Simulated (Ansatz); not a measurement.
## Y2Ti2O7 (Fd-3m): band gap by G0W0 on LDA

Wanted: the gap of Y2Ti2O7 (Fd-3m) with a many-body correction, and the time that it takes.

Calculated with Ansatz 0.2.0; LDA, then G0W0 on it, plane waves, PAW.

**The experiments to reproduce.**

- Gap 3.44 eV: direct optical gap from Tauc plot; UV-Vis-NIR transmission; bulk crystal (floating-zone single crystal wafer, 1 mm thick) (“Structural, optical and mechanical properties of Y2Ti2O7 single crystal”, 2020, arxiv:2006.07359).

### Step 1. The structure

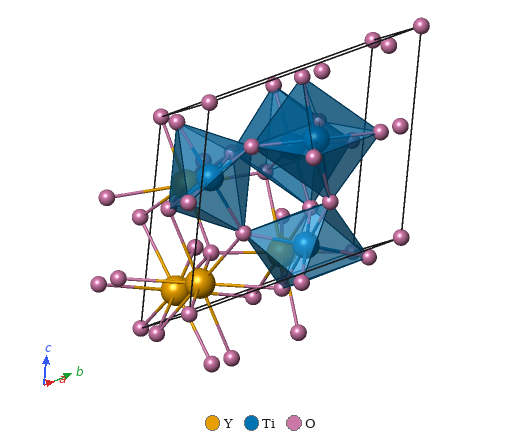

The cell as given, slightly off an axis (yttrium orange, titanium blue, oxygen pink). Bonds to atoms that aren't drawn are left out. Some periodic images of atoms are drawn too.

Geometry: measured cell, ions relaxed with LDA. The runs that relaxed it are not among those shown. The default PAW set here is soft_2. Its files were made with PBE.

### Step 2. Bands along the symmetry lines

Levels along a band path and on the mesh show where this functional puts the band edges.

This step: DFT, LDA, plane waves, PAW.

The input, input.yaml:

```yaml
crystal:
  lattice:
    - [0.0, 5.0493, 5.0493]
    - [5.0493, 0.0, 5.0493]
    - [5.0493, 5.0493, 0.0]
  atoms:
    - { symbol: "Y", position: [0.125, 0.125, 0.125] }
    - { symbol: "Y", position: [0.625, 0.125, 0.125] }
    - { symbol: "Y", position: [0.125, 0.125, 0.625] }
    - { symbol: "Y", position: [0.125, 0.625, 0.125] }
    - { symbol: Ti, position: [0.625, 0.625, 0.625] }
    - { symbol: Ti, position: [0.125, 0.625, 0.625] }
    - { symbol: Ti, position: [0.625, 0.625, 0.125] }
    - { symbol: Ti, position: [0.625, 0.125, 0.625] }
    - { symbol: O, position: [0.5454541437, 0.9545458563, 0.9545458563] }
    - { symbol: O, position: [0.7045458563, 0.2954541437, 0.7045458563] }
    - { symbol: O, position: [0.9545458563, 0.5454541437, 0.5454541437] }
    - { symbol: O, position: [0.2954541437, 0.7045458563, 0.2954541437] }
    - { symbol: O, position: [0.9545458563, 0.5454541437, 0.9545458563] }
    - { symbol: O, position: [0.7045458563, 0.7045458563, 0.2954541437] }
    - { symbol: O, position: [0.5454541437, 0.9545458563, 0.5454541437] }
    - { symbol: O, position: [0.2954541437, 0.2954541437, 0.7045458563] }
    - { symbol: O, position: [0.7045458563, 0.2954541437, 0.2954541437] }
    - { symbol: O, position: [0.9545458563, 0.9545458563, 0.5454541437] }
    - { symbol: O, position: [0.2954541437, 0.7045458563, 0.7045458563] }
    - { symbol: O, position: [0.5454541437, 0.5454541437, 0.9545458563] }
    - { symbol: O, position: [0.0, 0.0, 0.0] }
    - { symbol: O, position: [0.25, 0.25, 0.25] }
kpoints:
  mp_grid: { grid: [4, 4, 4] }
  band_path:
    path:
      - [[0.0, 0.0, 0.0], [0.5, 0.0, 0.5], [0.625, 0.25, 0.625]]
      - [[0.375, 0.375, 0.75], [0.0, 0.0, 0.0], [0.5, 0.5, 0.5], [0.5, 0.25, 0.75], [0.5, 0.0, 0.5]]
    npoints: 10
hamiltonian:
  xc: lda
scf:
  occupations: { method: fermi_dirac, width: 0.02 }
  n_extra_bands: 11
output:
  eigenvalues: true
```

The run is started by

```bash
$ ansatz run input.yaml --threads 24 --pin off --max-ram 82944MiB --backend cuda --events-out ev --progress --plain --runs-dir out --devices 1 --max-vram 78GiB
```

Numbers of over 12 decimals in the logs are rounded to 6 here.

Log:

```text
scf.n_extra_bands = 11 over 88 filled bands (N_el = 176.0): the run solves 99 bands
GPUs: using 1 of 1 available (devices: 1).
Engine: ansatz 0.2.0, aarch64-unknown-linux-gnu
Pseudopotentials: kind: paw
Pseudopotential: Y, paw, valence charge 11, recommended cutoff 420 eV (normal), Y.paw.azcp
Pseudopotential: Ti, paw, valence charge 12, recommended cutoff 420 eV (normal), Ti.paw.azcp
Pseudopotential: O, paw, valence charge 6, recommended cutoff 420 eV (normal), O.paw.azcp
Functional definition: SPW92
  exchange = slater_x
  correlation = pw_c
device memory: the entry about to start is reckoned to put 14.8 GiB on a device that reports 168.6 GiB free (of which the cap on the GPU budget leaves the run 78.0 GiB)
GPU FFT provider: cuFFT
GPU libraries: cuBLAS 13.8.1, cuFFT 12.4.0, cuSOLVER 12.3.2
GPU matrix products: emulated (plane waves: as basis.precision tells), large ones in fixed point in workspaces of 1.00 GiB
Crystal: 22 atoms, lattice volume = 257.468 Å³
Basis set: ecut = 420 eV, 5029 PW (Γ)
Bands: 99, of which v1, the nominal top of the filled ones, is band 88 counted from 1 (87 counted from 0)
Symmetry: 48 space group operations
Space group: Fd-3m (ITA 227), of the structure as read, at distance tolerance 6.4e-5 Å
k-points: 8 of 64
Non-local potential: Y, projectors of the file, l = 0: 3, l = 1: 2, l = 2: 2, l = 3: 1
Non-local potential: Ti, projectors of the file, l = 0: 3, l = 1: 2, l = 2: 3, l = 3: 1
Non-local potential: O, projectors of the file, l = 0: 2, l = 1: 2, l = 2: 1
PAW form: soft (Blöchl's): semilocal exchange-correlation on the pseudo side does not see the compensation charge
PAW frozen core: Y, regenerated for the run's functional, and the local potential with it (the file was generated under x = pbe(κ = 0.804, μ = 0.219515), c = pbe(β = 0.066725))
PAW frozen core: Ti, regenerated for the run's functional, and the local potential with it (the file was generated under x = pbe(κ = 0.804, μ = 0.219515), c = pbe(β = 0.066725))
PAW frozen core: O, regenerated for the run's functional, and the local potential with it (the file was generated under x = pbe(κ = 0.804, μ = 0.219515), c = pbe(β = 0.066725))
PAW one-centre angular grid: Y, 590 points (default); XC on 64 Gauss nodes
PAW one-centre angular grid: Ti, 590 points (default); XC on 64 Gauss nodes
PAW one-centre angular grid: O, 110 points (default); XC on 64 Gauss nodes
Initial density: superposition of atomic densities (neutral atoms: chi_scale 0, normalization atom), corrected by the library's trained network
Initial wavefunctions: pseudopotential atomic-orbital guess
GPU buffer pool allocated for 110592 grid points (all kernels)
GPU transforms: local potential and band sums: pruned to the plane-wave sphere, on 48×48×48
Functional: x = slater, c = lda
SCF iter   1: F=—  HF=-32598.139111 eV  |F-HF|=—  |Δ(HF+E_count)|=         —  Δρ=1.83e-2  dr2=7.74e-1  ethr=1.77e-3  ⟨swp⟩=5.0  Hψ=3090  notcnv=0
preconditioner: auto → Resta (q_TF=auto, 2.561 Å⁻¹)  ε∞=6.4  [insulator: Δε(μ)=2.609 eV  Ē_g=11.641 eV  σ=0.020 eV  W_gap=1.00  n_scr=64 (ndim 8)  ℏωp=27.0 eV  f_vac=0.019  D(μ)=0.00/eV (n_scr^D=0)  ε∞_Penn≈6.4]
SCF iter   2: F=—  HF=-32597.982647 eV  |F-HF|=—  |Δ(HF+E_count)|=   1.56e-1  Δρ=7.93e-3  dr2=1.24e-1  ethr=4.40e-4  ⟨swp⟩=2.0  Hψ=1459  notcnv=0  defer=18
SCF iter   3: F=—  HF=-32597.959399 eV  |F-HF|=—  |Δ(HF+E_count)|=   2.32e-2  Δρ=2.92e-3  dr2=1.62e-2  ethr=7.04e-5  ⟨swp⟩=3.0  Hψ=1190  notcnv=0  defer=18
SCF iter   4: F=—  HF=-32597.956251 eV  |F-HF|=—  |Δ(HF+E_count)|=   3.15e-3  Δρ=1.14e-3  dr2=2.81e-3  ethr=9.20e-6  ⟨swp⟩=2.0  Hψ=1155  notcnv=0  defer=18
SCF iter   5: F=—  HF=-32597.955985 eV  |F-HF|=—  |Δ(HF+E_count)|=   2.66e-4  Δρ=3.73e-4  dr2=3.38e-4  ethr=1.60e-6  ⟨swp⟩=2.0  Hψ=1137  notcnv=0  defer=18
SCF iter   6: F=—  HF=-32597.954937 eV  |F-HF|=—  |Δ(HF+E_count)|=   1.05e-3  Δρ=1.10e-4  dr2=3.29e-5  ethr=1.92e-7  ⟨swp⟩=2.0  Hψ=1152  notcnv=0  defer=18
SCF iter   7: F=—  HF=-32597.955783 eV  |F-HF|=—  |Δ(HF+E_count)|=   8.47e-4  Δρ=1.59e-5  dr2=4.53e-7  ethr=1.87e-8  ⟨swp⟩=2.0  Hψ=1057  notcnv=0  defer=18
SCF iter   8: F=-32597.955783 eV  HF=-32597.955783 eV  |F-HF|=2.37e-8  |Δ(HF+E_count)|=   2.55e-7  Δρ=4.09e-6  dr2=4.66e-8  ethr=5.68e-11  ⟨swp⟩=8.1  Hψ=2201  notcnv=0
SCF 1 converged in 8 iterations: F = -32597.955783 eV  dr2 = 4.66e-8
  greatest PAW one-centre occupation: 0.999 electrons in one spin orbital (limit 2), on the Ti atom at site 7 (counted from 0), in its partial waves of l = 0
device memory: the entry about to start is reckoned to put 14.2 GiB on a device that reports 168.1 GiB free (of which the cap on the GPU budget leaves the run 78.0 GiB)
NSCF: frozen V_eff on 62 k-points, pencils in batches of 32, up to order 436
SCF converged after 8 iterations
Free energy (F): -32597.955783 eV
Harris-Foulkes:  -32597.955783 eV  (|F-HF|=2.37e-8)
Internal energy: -32597.955783 eV  (E = F + TS)
E sigma→0 (E₀):  -32597.955783 eV
Fermi energy:    10.667969 eV
--- Per-component energies (eV) ---
  E_band       = -1043.013795
  E_kinetic    = 4755.487073
  E_local      = -10174.832793  (includes V_loc(G=0)·N_el)
  E_nonlocal   = 934.501511
  E_hartree    = 3726.413228
  E_xc         = -2101.456508
  E_vxc        = -2602.947156  (∫ρ·V_xc dr)
  E_paw        = -16940.477875  (= ΣΔE_a)
  E_vpaw       = -1408.095042  (= ΣTr[D̂ρ^β])
  E_aug_tail   = 0.036109  (compensation charges beyond the density's cutoff)
  E_ewald      = -12801.605573
  E_core_change = 3.979045  (= ΣΔE_core)
  E_smearing   = -0.000000  (= −TS)
  E_closure    = 0.000000  (closes the sum)
  Σ components = -32597.955783   (vs F -32597.955783, Δ=0.00e0)
--- Band table (eV; the first three rows and the last of 8) ---
  k-point 0: bands = [... 84 lower, 8.4218, 9.2444, 9.2444, 9.2444, 12.0530, 12.0530, 12.2226, 12.2572, ... 7 higher]
  k-point 1: bands = [... 84 lower, 8.6204, 8.7632, 9.0279, 9.0279, 12.2196, 12.2196, 12.3477, 12.4255, ... 7 higher]
  k-point 2: bands = [... 84 lower, 8.7836, 8.7836, 8.8848, 8.8848, 12.2643, 12.2643, 12.3974, 12.4354, ... 7 higher]
  k-point 7: bands = [... 84 lower, 8.7398, 8.7398, 9.0315, 9.0315, 12.3350, 12.3350, 12.5135, 12.5135, ... 7 higher]
```

The job ended after 1.8 s (1 × NVIDIA GB200 (shared by 2 runs) with 24 threads of Arm Neoverse V2, shared host; peak memory 1 GiB; 4.6 s of CPU time).

In the SCF lines HF is the Harris–Foulkes energy and dr2 the Hartree energy of the density residual, in eV; the loop may stop once dr2 is under the threshold and the program's other checks hold. Hψ counts applications of the Hamiltonian.

This step gave:

- filled bands: 88
- gap: 2.797 eV
- valence top at: X
- conduction bottom at: Γ
- least direct gap: 2.809 eV

Over mesh and path the gap is 2.797 eV, from k = (0.500, 0.000, 0.500) to k = Γ. The least direct gap found is 2.809 eV, at k = Γ.

Electronic bands along the path, in eV, zero at the top of the highest nominally filled band:

```
    point  band 85  band 86  band 87  band 88  band 89  band 90  band 91  band 92
        Γ    -0.83    -0.01    -0.01    -0.01     2.80     2.80     2.97     3.00
        X    -0.57    -0.57     0.00     0.00     3.18     3.18     3.28     3.28
        U    -0.60    -0.53    -0.24    -0.07     3.05     3.17     3.22     3.27
jump to K    -0.60    -0.53    -0.24    -0.07     3.05     3.17     3.22     3.27
        Γ    -0.83    -0.01    -0.01    -0.01     2.80     2.80     2.97     3.00
        L    -0.47    -0.47    -0.37    -0.37     3.01     3.01     3.14     3.18
        W    -0.52    -0.52    -0.22    -0.22     3.08     3.08     3.26     3.26
        X    -0.57    -0.57     0.00     0.00     3.18     3.18     3.28     3.28
```

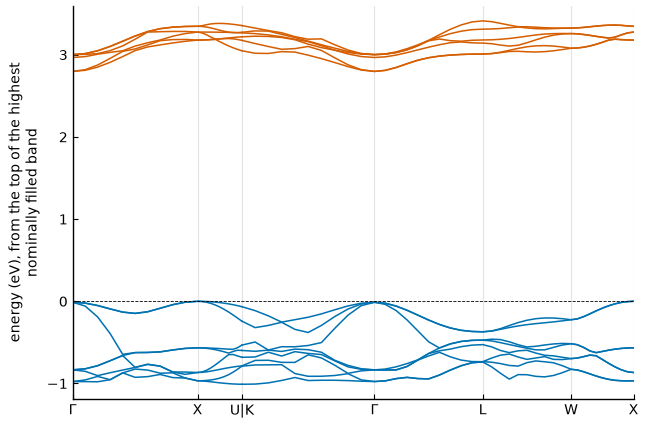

Electronic bands along the path; lines of filled and empty bands in two colours.

### Step 3. The quasiparticle correction

G0W0 replaces the xc potential by a self-energy built once from the orbitals of the start. Levels are corrected in the window of bands that the input names, at points of the mesh.

This step: G0W0 on LDA, plane waves, PAW.

input.yaml: that of step 2 with these lines changed.

```diff
@@ -29,8 +29,3 @@
 kpoints:
-  mp_grid: { grid: [4, 4, 4] }
-  band_path:
-    path:
-      - [[0.0, 0.0, 0.0], [0.5, 0.0, 0.5], [0.625, 0.25, 0.625]]
-      - [[0.375, 0.375, 0.75], [0.0, 0.0, 0.0], [0.5, 0.5, 0.5], [0.5, 0.25, 0.75], [0.5, 0.0, 0.5]]
-    npoints: 10
+  mp_grid: { grid: [2, 2, 2] }
 hamiltonian:
@@ -38,5 +33,8 @@
 scf:
-  occupations: { method: fermi_dirac, width: 0.02 }
-  n_extra_bands: 11
-output:
-  eigenvalues: true
+  occupations: { method: fixed }
+gw:
+  n_empty_bands: 968
+  ecut_chi: 140.0
+  qp_bands: [v4, c4]
+  qp_kpoints: band_edges
+  screening: { model: contour_deformation }
```

Log:

```text
GPUs: using 1 of 1 available (devices: 1).
[...]
Crystal: 22 atoms, lattice volume = 257.468 Å³
Basis set: ecut = 420 eV, 5029 PW (Γ)
Bands: 110, of which v1, the nominal top of the filled ones, is band 88 counted from 1 (87 counted from 0)
Symmetry: 48 space group operations
[...]
k-points: 3 of 8
[...]
SCF iter   1: F=—  HF=-32598.058813 eV  |F-HF|=—  |Δ(HF+E_count)|=         —  Δρ=1.78e-2  dr2=7.16e-1  ethr=1.77e-3  ⟨swp⟩=3.3  Hψ=1100  notcnv=0  defer=42
[...]
SCF iter   8: F=-32597.885712 eV  HF=-32597.885712 eV  |F-HF|=7.09e-10  |Δ(HF+E_count)|=   2.27e-7  Δρ=2.77e-6  dr2=1.86e-8  ethr=5.68e-11  ⟨swp⟩=11.0  Hψ=1095  notcnv=0
SCF 1 converged in 8 iterations: F = -32597.885712 eV  dr2 = 1.86e-8
[...]
NSCF: frozen V_eff on 3 k-points
the band table was solved once the SCF had ended and its energy, with any forces and stress, was formed, with the checks that follow a solve (1198 applications of the Hamiltonian). They found nothing against the state; the energy, forces and stress were not computed again (output.eigenvalues in the input reference)
[...]
G₀W₀ screening: q 1/3
[... further progress lines ...]
[...]
SCF converged after 8 iterations
Free energy (F): -32597.885712 eV
[...]
Internal energy: -32597.885712 eV  (E = F + TS)
E sigma→0 (E₀):  -32597.885712 eV
Fermi energy:    9.262103 eV
[...]
--- Band table (eV) ---
[...]
--- G₀W₀: contour deformation, 6 samples at zero and on the imaginary axis and 1 off it, 8 q-points, 968 empty bands' worth ---
  eigenvalues of the whole cell's RPA ε∞ on this k-mesh (on a slab, of 1 + 4πα/V) = 6.1743, 6.1743, 6.1743; static W/v taken at q = 0 is 0.161962
  bands read: the sum over 1056 bands ends inside a degenerate multiplet in 2 slots, whose members it reads at an even weight; the widest, k=0: bands 1056 to 1057 (counted from 1) at 1/2 each
  gw.qp_kpoints: band_edges: 3 of 3 stored k-points solved, in 1 pass; an edge of the gap read off the rows below is read off those points alone
    ik  band        ε_KS         Σx   Σc(E_QP)       V_xc       Z   E_QP_lin       E_QP  E_QP is
     0    85      8.4275   -25.7534     4.7182   -20.6998  0.7178     8.0896     8.0920  root
     0    86      9.2511   -26.5025     4.4785   -21.7525  0.7322     8.9782     8.9795  root
     0    87      9.2511   -26.5025     4.4785   -21.7525  0.7322     8.9782     8.9795  root
     0    88      9.2511   -26.5025     4.4785   -21.7525  0.7322     8.9782     8.9795  root
     0    89     12.0438   -13.4882    -7.2304   -22.3041  0.7251    13.6894    13.6294  root
     0    90     12.0438   -13.4882    -7.2304   -22.3041  0.7251    13.6894    13.6294  root
     0    91     12.2163   -12.8565    -6.7561   -21.0445  0.7258    13.6982    13.6482  root
     0    92     12.2475   -13.3642    -7.6187   -22.5730  0.7152    13.9060    13.8376  root
     1    85      8.7887   -25.4648     4.5164   -20.6566  0.7204     8.4952     8.4969  root
     1    86      8.7887   -25.4648     4.5164   -20.6566  0.7204     8.4952     8.4969  root
     1    87      8.8910   -26.0424     4.4765   -21.2776  0.7292     8.6013     8.6028  root
     1    88      8.8910   -26.0424     4.4765   -21.2776  0.7292     8.6013     8.6028  root
     1    89     12.2553   -13.6952    -7.3284   -22.5912  0.7176    13.8860    13.8228  root
     1    90     12.2553   -13.6952    -7.3284   -22.5912  0.7176    13.8860    13.8228  root
     1    91     12.3893   -13.9717    -7.0811   -22.5705  0.7161    13.9654    13.9071  root
     1    92     12.4283   -13.7326    -7.0402   -22.2612  0.7144    13.9763    13.9167  root
     2    85      8.6950   -25.9196     4.5602   -21.0317  0.7268     8.3653     8.3673  root
     2    86      8.6950   -25.9196     4.5602   -21.0317  0.7268     8.3653     8.3673  root
     2    87      9.2621   -26.0724     4.5305   -21.2655  0.7264     8.9844     8.9858  root
     2    88      9.2621   -26.0724     4.5305   -21.2655  0.7264     8.9844     8.9858  root
     2    89     12.4269   -13.3708    -7.0538   -21.9012  0.7176    13.9613    13.9035  root
     2    90     12.4269   -13.3708    -7.0538   -21.9012  0.7176    13.9613    13.9035  root
     2    91     12.5238   -14.0737    -7.1315   -22.7140  0.7133    14.0929    14.0326  root
     2    92     12.5238   -14.0737    -7.1315   -22.7140  0.7133    14.0929    14.0326  root
```

The job ended after 4.5 s (1 × NVIDIA GB200 (shared by 2 runs) with 24 threads; peak memory 1.8 GiB).

This step gave:

- bands summed: 1056
- RPA ε∞ on this mesh (eigenvalues): 6.174, 6.174, 6.174
- plane waves in the screening matrix: 941
- q-points in the mesh: 8
- G0W0 gap over the corrected points: 4.644 eV
- k of the valence top: 0, -0.5, -0.5
- k of the conduction bottom: 0, 0, 0
- starting gap on the mesh: 2.782 eV
- Z at the valence top: 0.7264
- Z at the conduction bottom: 0.7251
- least direct G0W0 gap over the corrected points: 4.650 eV

Over all 3 irreducible mesh points the G0W0 gap is 4.644 eV, from k = (0.000, -0.500, -0.500) to k = Γ. The LDA gap of this run on the mesh is 2.782 eV. The two states that bound the G0W0 gap lie that far apart at the start, so the correction of the gap is 4.644 − 2.782 = +1.862 eV. The start of this run differs from the step before in mesh (4×4×4 and 2×2×2).

Labels follow the order of the start: v1 is the top filled band, c1 the lowest empty one; levels that stay degenerate share a row, the window can cut a multiplet, doubted levels are not marked in this list, bands outside the window were not corrected, and the list may be a part of the corrected levels. Levels before and after the correction, in eV, zero at the valence-band top of each column:

```
           conduction bottom  valence top
Kohn-Sham               2.78         0.00
     G0W0               4.64         0.00
```

```
                         level  occupation  energy (eV)
Kohn-Sham              Γ v3-v1           2       -0.011
Kohn-Sham              Γ c1-c2           0        2.782
Kohn-Sham                 Γ c3           0        2.954
Kohn-Sham     (0 -0.5 -0.5) v3           2       -0.567
Kohn-Sham  (0 -0.5 -0.5) v2-v1           2        0.000
Kohn-Sham  (0 -0.5 -0.5) c1-c2           0        3.165
Kohn-Sham     (0 -0.5 -0.5) c3           0        3.262
     G0W0              Γ v3-v1           2       -0.006
     G0W0              Γ c1-c2           0        4.644
     G0W0                 Γ c3           0        4.662
     G0W0     (0 -0.5 -0.5) v3           2       -0.618
     G0W0  (0 -0.5 -0.5) v2-v1           2        0.000
     G0W0  (0 -0.5 -0.5) c1-c2           0        4.918
     G0W0     (0 -0.5 -0.5) c3           0        5.047
```

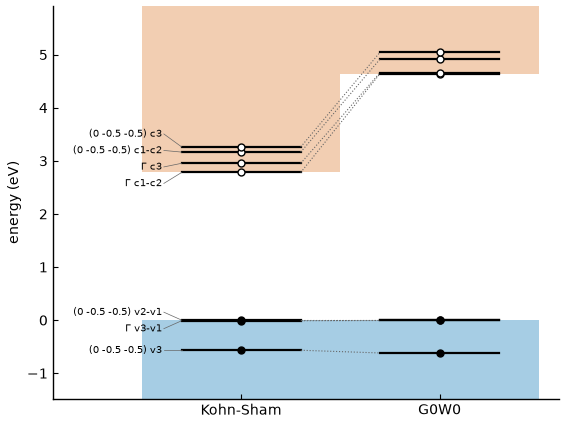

Levels before and after the correction. Shaded: valence and conduction bands. Filled marks are occupied levels, open marks empty ones.

The parts of the quasiparticle energy for the two states that bound the G0W0 gap, in eV on the run's own scale (QP = start + Σx + Σc − Vxc, with Σc at the quasiparticle energy):

```
             edge                        k  band   start       Σx      Σc      Vxc      Z      QP
      valence top  (0.000, -0.500, -0.500)    87   9.262  −26.072   4.530  −21.265  0.726   8.986
conduction bottom                        Γ    89  12.044  −13.488  −7.230  −22.304  0.725  13.629
```

(Part 1 of 2 ends here.)

[Paths, hosts, dates, memory and timing lines, banners, echoed tables and standing remarks are left out of the program output.]

[Logs are printed without paths, hosts, clocks, repeated set-up lines and the standing remarks that a program may print on its own settings, such as how far it seeks lower states.]

[Runs of the session that timed out or met a known fault of the program may be left out.]

[Cells called generated may have been cut or substituted from an entry of the Crystallography Open Database or the Materials Project.]

[Hosts, paths, dates, database ids (printed as entryN), source tags and the programs' standing remarks are cut or masked in the printed files.]

[Where an RPA ε∞ is given, it is that of the G0W0 mesh and is not shown converged in it. Names of k-points follow the symmetry that the program found, which can be lower than the space group named. Band edges on a path are those of the sampled points; other points can move an edge, and change direct to indirect where valleys lie close.]

[Hybrid gaps are those of their k-mesh and are not shown converged in it.]
